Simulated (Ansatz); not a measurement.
# Nudged elastic band of Ti₁₆Si (part 2 of 2)

Ti₁₆Si (defect cell, 17 atoms in the cell); DFT PBE, scalar-relativistic, plane waves, PAW, no spin polarisation (Ansatz 0.2.0); cutoff 420 eV, 4×4×4 k-mesh, Gaussian smearing of 0.1 eV. The structure derives from a Materials Project entry. It belongs to a series of runs on one base structure; here: climbing-image band for the jump of Si by 3.06 A.

Geometry of the input (Å; fractional positions):
```
2.2898  -3.9660  5.6643
2.2898  3.9660  5.6643
-4.5795  0.0000  5.6643
Si 0.3266  0.3266  0.3266
Ti 0.6671  0.6671  0.6671
Ti 0.8326  0.8326  0.8326
Ti 1.0009  0.0009  0.0009
Ti 0.1660  0.1660  0.1660
Ti 0.7494  0.4168  0.0820
Ti 0.9258  0.5816  0.2479
Ti 0.0820  0.7494  0.4168
Ti 0.2479  0.9258  0.5816
Ti 0.4168  0.0820  0.7494
Ti 0.5816  0.2479  0.9258
Ti 0.0820  0.4168  0.7494
Ti 0.2479  0.5816  0.9258
Ti 0.4168  0.7494  0.0820
Ti 0.5816  0.9258  0.2479
Ti 0.7494  0.0820  0.4168
Ti 0.9258  0.2479  0.5816
```

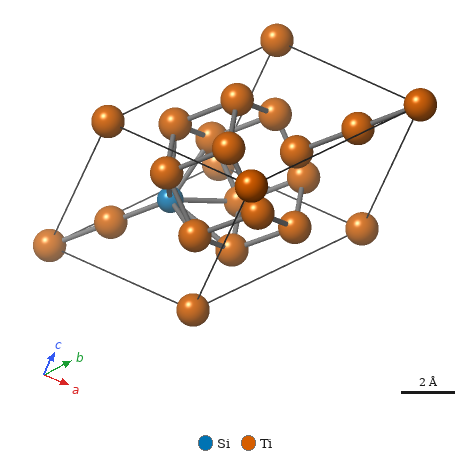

The structure as given in the input (ball-and-stick view of the cell of the calculation, seen at an oblique angle). An atom can appear more than once, as a periodic image.

### Output, continued
```
  k-point 1: bands = ["-44.5966", "-44.5898", "-44.5391", "-44.5101", "-44.4223", "-44.3838", "-44.3668", "-44.3640", "-44.3256", "-44.3225", "-44.3163", "-44.3145", "-44.2707", "-44.2705", "-44.2535", "-44.2052", "-21.0648", "-21.0446", "-21.0203", "-20.9904", "-20.9711", "-20.9650", "-20.9635", "-20.9424", "-20.9183", "-20.9030", "-20.8957", "-20.8752", "-20.8720", "-20.8391", "-20.8289", "-20.8230", "-20.8024", "-20.8010", "-20.7631", "-20.7401", "-20.7187", "-20.7100", "-20.6883", "-20.6847", "-20.6620", "-20.6351", "-20.6219", "-20.6203", "-20.6102", "-20.5921", "-20.5694", "-20.5684", "-20.5313", "-20.5282", "-20.4786", "-20.4714", "-20.4569", "-20.4334", "-20.3964", "-20.3923", "-20.3761", "-20.3463", "-20.3310", "-20.3094", "-20.2996", "-20.2819", "-20.2677", "-20.2191", "4.5524", "7.2215", "8.4149", "9.0458", "9.2133", "9.3685", "9.4596", "9.6980", "9.8486", "9.9322", "10.1386", "10.3561", "10.4137", "10.5280", "10.5889", "10.6800", "10.7210", "10.7970", "10.9220", "11.0609", "11.1347", "11.1965", "11.2574", "11.3499", "11.4050", "11.4868", "11.5103", "11.6342", "11.7281", "11.7317", "11.8614", "11.8666", "12.0932", "12.1248", "12.1280", "12.3027", "12.3525", "12.4057", "12.6050", "12.6155", "12.6600", "12.7582", "12.7849", "12.9375", "13.0935", "13.1229", "13.1932", "13.2151", "13.2786", "13.3146", "13.4010", "13.4503", "13.5660", "13.5898"]
  k-point 2: bands = ["-44.5945", "-44.5910", "-44.5389", "-44.5099", "-44.4098", "-44.4037", "-44.3763", "-44.3483", "-44.3398", "-44.3233", "-44.3158", "-44.2965", "-44.2889", "-44.2616", "-44.2313", "-44.2217", "-21.0577", "-21.0480", "-21.0250", "-20.9945", "-20.9825", "-20.9775", "-20.9688", "-20.9644", "-20.9389", "-20.9016", "-20.9014", "-20.8641", "-20.8623", "-20.8301", "-20.8106", "-20.8102", "-20.7798", "-20.7552", "-20.7552", "-20.7358", "-20.7283", "-20.7130", "-20.6930", "-20.6911", "-20.6838", "-20.6668", "-20.6619", "-20.6295", "-20.6293", "-20.5962", "-20.5372", "-20.5164", "-20.5125", "-20.5002", "-20.4669", "-20.4512", "-20.4456", "-20.4290", "-20.4270", "-20.3853", "-20.3643", "-20.3514", "-20.3425", "-20.3372", "-20.3138", "-20.2866", "-20.2685", "-20.2326", "4.6213", "7.2225", "8.2247", "8.8380", "9.0919", "9.3945", "9.5719", "9.8700", "9.9372", "10.0264", "10.1942", "10.2854", "10.3781", "10.5407", "10.5419", "10.7720", "10.7896", "10.8925", "10.9181", "10.9403", "10.9776", "11.1038", "11.1178", "11.1891", "11.3549", "11.4966", "11.5125", "11.7019", "11.7294", "11.7953", "11.8108", "11.8315", "12.0065", "12.0827", "12.1343", "12.2173", "12.3442", "12.5929", "12.7513", "12.7782", "12.8184", "12.8869", "12.9060", "12.9740", "12.9926", "13.0325", "13.0920", "13.1727", "13.2800", "13.3168", "13.3566", "13.3643", "13.4557", "13.5103"]
  k-point 31: bands = ["-44.5945", "-44.5910", "-44.5389", "-44.5099", "-44.4098", "-44.4037", "-44.3763", "-44.3483", "-44.3398", "-44.3233", "-44.3158", "-44.2965", "-44.2889", "-44.2616", "-44.2313", "-44.2217", "-21.0577", "-21.0480", "-21.0250", "-20.9945", "-20.9825", "-20.9775", "-20.9688", "-20.9644", "-20.9389", "-20.9016", "-20.9014", "-20.8641", "-20.8623", "-20.8301", "-20.8106", "-20.8102", "-20.7798", "-20.7552", "-20.7552", "-20.7358", "-20.7283", "-20.7130", "-20.6930", "-20.6911", "-20.6838", "-20.6668", "-20.6619", "-20.6295", "-20.6293", "-20.5962", "-20.5372", "-20.5164", "-20.5125", "-20.5002", "-20.4669", "-20.4512", "-20.4456", "-20.4290", "-20.4270", "-20.3853", "-20.3643", "-20.3514", "-20.3425", "-20.3372", "-20.3138", "-20.2866", "-20.2685", "-20.2326", "4.6213", "7.2225", "8.2247", "8.8380", "9.0919", "9.3945", "9.5719", "9.8700", "9.9372", "10.0264", "10.1942", "10.2854", "10.3781", "10.5407", "10.5419", "10.7720", "10.7896", "10.8925", "10.9181", "10.9403", "10.9776", "11.1038", "11.1178", "11.1891", "11.3549", "11.4966", "11.5125", "11.7019", "11.7294", "11.7953", "11.8108", "11.8315", "12.0065", "12.0827", "12.1343", "12.2173", "12.3442", "12.5929", "12.7513", "12.7782", "12.8184", "12.8869", "12.9060", "12.9740", "12.9926", "13.0325", "13.0920", "13.1727", "13.2800", "13.3168", "13.3566", "13.3643", "13.4557", "13.5103"]
this run last wrote the band of iteration 3 to [file]
--- NEB band (7 images, 3 band iterations, 126 SCF iterations) ---
  forward barrier  = 0.792463 eV
  backward barrier = 0.792463 eV
  lagrangian_above_aufbau_ev (what the smearing adds, to first order; not taken off the barriers): saddle image -0.057584 eV, end points -0.057380 and -0.057380 eV
  climbing image's point = of an order that was not read
  energies are F+E_penalty+E_count in eV, relative to image 0
  image     s (Å)  Δ vs image 0  max|band force component| (eV/Å)
      0    0.0000      0.000000                                 —
      1    0.5016      0.289257                          2.007e-2
      2    1.0033      0.648525                          2.714e-2
  *   3    1.5052      0.792463                          2.532e-2
      4    2.0071      0.648525                          2.714e-2
      5    2.5088      0.289257                          2.007e-2
      6    3.0104      0.000000                                 —
  climbing-image geometry (image 3):
  cell:  # Å, volume = 308.6346 Å³
    - [2.2897681504, -3.9659947741, 5.6643452958]
    - [2.2897681504, 3.9659947741, 5.6643452958]
    - [-4.5795363009, 0.0, 5.6643452958]
  atoms:
    - { symbol: Si, position: [0.4166666646178119, 0.4166666671333397, 0.4166666657476137] }
    - { symbol: Ti, position: [0.6663554231658665, 0.666355436730085, 0.6663554160081968] }
    - { symbol: Ti, position: [0.8331339643080364, 0.8331339781552209, 0.8331339582520841] }
    - { symbol: Ti, position: [1.0001993743781217, 0.00019935162563500253, 0.0001993834989093557] }
    - { symbol: Ti, position: [0.16697791343774152, 0.16697790218121553, 0.16697791571356527] }
    - { symbol: Ti, position: [0.7519625499875093, 0.416666664431268, 0.08137077589509478] }
    - { symbol: Ti, position: [0.9166666622196538, 0.5871436493634592, 0.246189695368893] }
    - { symbol: Ti, position: [0.08137077817916577, 0.7519625530700025, 0.4166666667766074] }
    - { symbol: Ti, position: [0.24618967205150488, 0.9166666777265369, 0.5871436422436452] }
    - { symbol: Ti, position: [0.41666666980836015, 0.0813707850137852, 0.751962557298677] }
    - { symbol: Ti, position: [0.5871436537036469, 0.2461896762229201, 0.9166666614981672] }
    - { symbol: Ti, position: [0.0813707843047487, 0.4166666738566699, 0.7519625551790914] }
    - { symbol: Ti, position: [0.24618969090040888, 0.5871436398477979, 0.9166666690807128] }
    - { symbol: Ti, position: [0.4166666611278347, 0.7519625479796215, 0.08137077849030055] }
    - { symbol: Ti, position: [0.5871436428944573, 0.9166666593191769, 0.24618969828873505] }
    - { symbol: Ti, position: [0.7519625532991905, 0.08137078197479736, 0.416666665688953] }
    - { symbol: Ti, position: [0.91666667486594, 0.24618968861846718, 0.5871436282207514] }
```

### The last band as extended XYZ (Å, eV, eV/Å)
```
17
Lattice="2.2898 -3.9660 5.6643 2.2898 3.9660 5.6643 -4.5795 0.0000 5.6643" Properties=species:S:1:pos:R:3:forces:R:3 image=0 energy=-40628.58420
Si    0.0000    0.0000    5.5492    0.0000   0.0000   0.0013
Ti    0.0000    0.0000   11.3364    0.0000   0.0000   0.0029
Ti    0.0000    0.0000   14.1483    0.0000   0.0000   0.0007
Ti    2.2898   -3.9660    5.6803    0.0000   0.0000   0.0014
Ti    0.0000    0.0000    2.8204    0.0000   0.0000  -0.0047
Ti    2.2946   -1.3192    7.0699    0.0003   0.0005   0.0000
Ti    2.3162   -1.3649    9.9425    0.0023  -0.0010  -0.0003
Ti   -0.0049    2.6468    7.0699   -0.0006   0.0001   0.0000
Ti    0.0239    2.6884    9.9425   -0.0003   0.0025  -0.0003
Ti   -2.2898   -1.3276    7.0699    0.0003  -0.0006   0.0000
Ti   -2.3401   -1.3235    9.9425   -0.0020  -0.0015  -0.0003
Ti   -2.2898    1.3276    7.0699    0.0003   0.0006   0.0000
Ti   -2.3401    1.3235    9.9425   -0.0020   0.0015  -0.0003
Ti    2.2946    1.3192    7.0699    0.0003  -0.0005   0.0000
Ti    2.3162    1.3649    9.9425    0.0023   0.0010  -0.0003
Ti   -0.0049   -2.6468    7.0699   -0.0006  -0.0001   0.0000
Ti    0.0239   -2.6884    9.9425   -0.0003  -0.0025  -0.0003
17
Lattice="2.2898 -3.9660 5.6643 2.2898 3.9660 5.6643 -4.5795 0.0000 5.6643" Properties=species:S:1:pos:R:3:forces:R:3 image=1 energy=-40628.29495
Si    0.0000    0.0000    6.0577    0.0000   0.0000  -0.8054
Ti    0.0000    0.0000   11.3191    0.0000   0.0000   0.0475
Ti    0.0000    0.0000   14.1461    0.0000   0.0000   0.0345
Ti    2.2898   -3.9660    5.6686    0.0000   0.0000   0.0617
Ti    0.0000    0.0000    2.8662    0.0000   0.0000   0.0625
Ti    2.2936   -1.3220    7.0703   -0.0056   0.0035   0.0360
Ti    2.3185   -1.3423    9.9335    0.0165  -0.0345   0.0638
Ti   -0.0019    2.6473    7.0703   -0.0003  -0.0066   0.0360
Ti    0.0032    2.6790    9.9335    0.0216   0.0316   0.0638
Ti   -2.2916   -1.3253    7.0703    0.0058   0.0031   0.0360
Ti   -2.3217   -1.3368    9.9335   -0.0381   0.0029   0.0638
Ti   -2.2916    1.3253    7.0703    0.0058  -0.0031   0.0360
Ti   -2.3217    1.3368    9.9335   -0.0381  -0.0029   0.0638
Ti    2.2936    1.3220    7.0703   -0.0056  -0.0035   0.0360
Ti    2.3185    1.3423    9.9335    0.0165   0.0345   0.0638
Ti   -0.0019   -2.6473    7.0703   -0.0003   0.0066   0.0360
Ti    0.0032   -2.6790    9.9335    0.0216  -0.0316   0.0638
17
Lattice="2.2898 -3.9660 5.6643 2.2898 3.9660 5.6643 -4.5795 0.0000 5.6643" Properties=species:S:1:pos:R:3:forces:R:3 image=2 energy=-40627.93568
Si    0.0000    0.0000    6.5680    0.0000   0.0000  -0.5203
Ti    0.0000    0.0000   11.3202    0.0000   0.0000   0.0107
Ti    0.0000    0.0000   14.1545    0.0000   0.0000   0.0190
Ti    2.2898   -3.9660    5.6669    0.0000   0.0000   0.0019
Ti    0.0000    0.0000    2.8454    0.0000   0.0000   0.0433
Ti    2.2983   -1.3263    7.0766   -0.0047   0.0054   0.0309
Ti    2.3207   -1.3211    9.9230   -0.0015  -0.0253   0.0433
Ti   -0.0006    2.6535    7.0766   -0.0023  -0.0068   0.0309
Ti   -0.0162    2.6703    9.9230    0.0227   0.0113   0.0433
Ti   -2.2977   -1.3273    7.0766    0.0070   0.0014   0.0309
Ti   -2.3044   -1.3492    9.9230   -0.0211   0.0140   0.0433
Ti   -2.2977    1.3273    7.0766    0.0070  -0.0014   0.0309
Ti   -2.3044    1.3492    9.9230   -0.0211  -0.0140   0.0433
Ti    2.2983    1.3263    7.0766   -0.0047  -0.0054   0.0309
Ti    2.3207    1.3211    9.9230   -0.0015   0.0253   0.0433
Ti   -0.0006   -2.6535    7.0766   -0.0023   0.0068   0.0309
Ti   -0.0162   -2.6703    9.9230    0.0227  -0.0113   0.0433
17
Lattice="2.2898 -3.9660 5.6643 2.2898 3.9660 5.6643 -4.5795 0.0000 5.6643" Properties=species:S:1:pos:R:3:forces:R:3 image=3 energy=-40627.79174
Si    0.0000    0.0000    7.0804    0.0000   0.0000   0.0000
Ti    0.0000    0.0000   11.3234    0.0000   0.0000  -0.0092
Ti    0.0000    0.0000   14.1575    0.0000   0.0000   0.0253
Ti    2.2898   -3.9660    5.6677    0.0000   0.0000  -0.0253
Ti    0.0000    0.0000    2.8375    0.0000   0.0000   0.0092
Ti    2.3032   -1.3298    7.0804   -0.0058   0.0034   0.0000
Ti    2.3159   -1.3069    9.9126   -0.0077  -0.0045   0.0000
Ti    0.0000    2.6596    7.0804    0.0000  -0.0067   0.0000
Ti   -0.0262    2.6591    9.9126    0.0077  -0.0045   0.0000
Ti   -2.3032   -1.3298    7.0804    0.0058   0.0033   0.0000
Ti   -2.2898   -1.3522    9.9126    0.0000   0.0089   0.0000
Ti   -2.3032    1.3298    7.0804    0.0058  -0.0034   0.0000
Ti   -2.2898    1.3522    9.9126    0.0000  -0.0089   0.0000
Ti    2.3032    1.3298    7.0804   -0.0058  -0.0033   0.0000
Ti    2.3159    1.3069    9.9126   -0.0077   0.0045   0.0000
Ti    0.0000   -2.6596    7.0804    0.0000   0.0067   0.0000
Ti   -0.0262   -2.6591    9.9126    0.0077   0.0045   0.0000
17
Lattice="2.2898 -3.9660 5.6643 2.2898 3.9660 5.6643 -4.5795 0.0000 5.6643" Properties=species:S:1:pos:R:3:forces:R:3 image=4 energy=-40627.93568
Si    0.0000    0.0000    7.5929    0.0000   0.0000   0.5203
Ti    0.0000    0.0000   11.3155    0.0000   0.0000  -0.0433
Ti    0.0000    0.0000   14.1583    0.0000   0.0000  -0.0019
Ti    2.2898   -3.9660    5.6707    0.0000   0.0000  -0.0190
Ti    0.0000    0.0000    2.8406    0.0000   0.0000  -0.0107
Ti    2.2977   -1.3273    7.0843   -0.0070   0.0014  -0.0309
Ti    2.3060   -1.2957    9.9022   -0.0227   0.0113  -0.0433
Ti    0.0006    2.6535    7.0843    0.0023  -0.0068  -0.0309
Ti   -0.0309    2.6449    9.9022    0.0015  -0.0253  -0.0433
Ti   -2.2983   -1.3263    7.0843    0.0047   0.0054  -0.0309
Ti   -2.2751   -1.3492    9.9022    0.0211   0.0140  -0.0433
Ti   -2.2983    1.3263    7.0843    0.0047  -0.0054  -0.0309
Ti   -2.2751    1.3492    9.9022    0.0211  -0.0140  -0.0433
Ti    2.2977    1.3273    7.0843   -0.0070  -0.0014  -0.0309
Ti    2.3060    1.2957    9.9022   -0.0227  -0.0113  -0.0433
Ti    0.0006   -2.6535    7.0843    0.0023   0.0068  -0.0309
Ti   -0.0309   -2.6449    9.9022    0.0015   0.0253  -0.0433
17
Lattice="2.2898 -3.9660 5.6643 2.2898 3.9660 5.6643 -4.5795 0.0000 5.6643" Properties=species:S:1:pos:R:3:forces:R:3 image=5 energy=-40628.29495
Si    0.0000    0.0000    8.1032    0.0000   0.0000   0.8054
Ti    0.0000    0.0000   11.2947    0.0000   0.0000  -0.0625
Ti    0.0000    0.0000   14.1566    0.0000   0.0000  -0.0617
Ti    2.2898   -3.9660    5.6791    0.0000   0.0000  -0.0345
Ti    0.0000    0.0000    2.8418    0.0000   0.0000  -0.0475
Ti    2.2916   -1.3253    7.0905   -0.0058   0.0031  -0.0360
Ti    2.2866   -1.2869    9.8917   -0.0216   0.0316  -0.0638
Ti    0.0019    2.6473    7.0905    0.0003  -0.0066  -0.0360
Ti   -0.0288    2.6237    9.8917   -0.0165  -0.0345  -0.0638
Ti   -2.2936   -1.3220    7.0905    0.0056   0.0035  -0.0360
Ti   -2.2578   -1.3368    9.8917    0.0381   0.0029  -0.0638
Ti   -2.2936    1.3220    7.0905    0.0056  -0.0035  -0.0360
Ti   -2.2578    1.3368    9.8917    0.0381  -0.0029  -0.0638
Ti    2.2916    1.3253    7.0905   -0.0058  -0.0031  -0.0360
Ti    2.2866    1.2869    9.8917   -0.0216  -0.0316  -0.0638
Ti    0.0019   -2.6473    7.0905    0.0003   0.0066  -0.0360
Ti   -0.0288   -2.6237    9.8917   -0.0165   0.0345  -0.0638
17
Lattice="2.2898 -3.9660 5.6643 2.2898 3.9660 5.6643 -4.5795 0.0000 5.6643" Properties=species:S:1:pos:R:3:forces:R:3 image=6 energy=-40628.58420
Si    0.0000    0.0000    8.6117    0.0000   0.0000  -0.0013
Ti    0.0000    0.0000   11.3404    0.0000   0.0000   0.0047
Ti    0.0000    0.0000   14.1449    0.0000   0.0000  -0.0014
Ti    2.2898   -3.9660    5.6769    0.0000   0.0000  -0.0007
Ti    0.0000    0.0000    2.8244    0.0000   0.0000  -0.0029
Ti    2.2898   -1.3276    7.0910   -0.0003  -0.0006   0.0000
Ti    2.2659   -1.2776    9.8828    0.0003   0.0025   0.0003
Ti    0.0049    2.6468    7.0910    0.0006   0.0001   0.0000
Ti   -0.0265    2.6011    9.8828   -0.0023  -0.0010   0.0003
Ti   -2.2946   -1.3192    7.0910   -0.0003   0.0005   0.0000
Ti   -2.2394   -1.3235    9.8828    0.0020  -0.0015   0.0003
Ti   -2.2946    1.3192    7.0910   -0.0003  -0.0005   0.0000
Ti   -2.2394    1.3235    9.8828    0.0020   0.0015   0.0003
Ti    2.2898    1.3276    7.0910   -0.0003   0.0006   0.0000
Ti    2.2659    1.2776    9.8828    0.0003  -0.0025   0.0003
Ti    0.0049   -2.6468    7.0910    0.0006   0.0000   0.0000
Ti   -0.0265   -2.6011    9.8828   -0.0023   0.0010   0.0003
```

### Results in brief

| quantity | value |
| --- | --- |
| outcome | converged |
| barrier, forward | 0.792 eV |
| barrier, backward | 0.792 eV |
| electrons treated | 196 |
| hardware | 4 threads of AMD EPYC (Zen 5), 32 GiB of memory available, shared host |
| wall time | 3.9 min (CPU time 11 min) |
| peak memory | 4.7 GiB |

### Notes

The order of the saddle point was not checked.
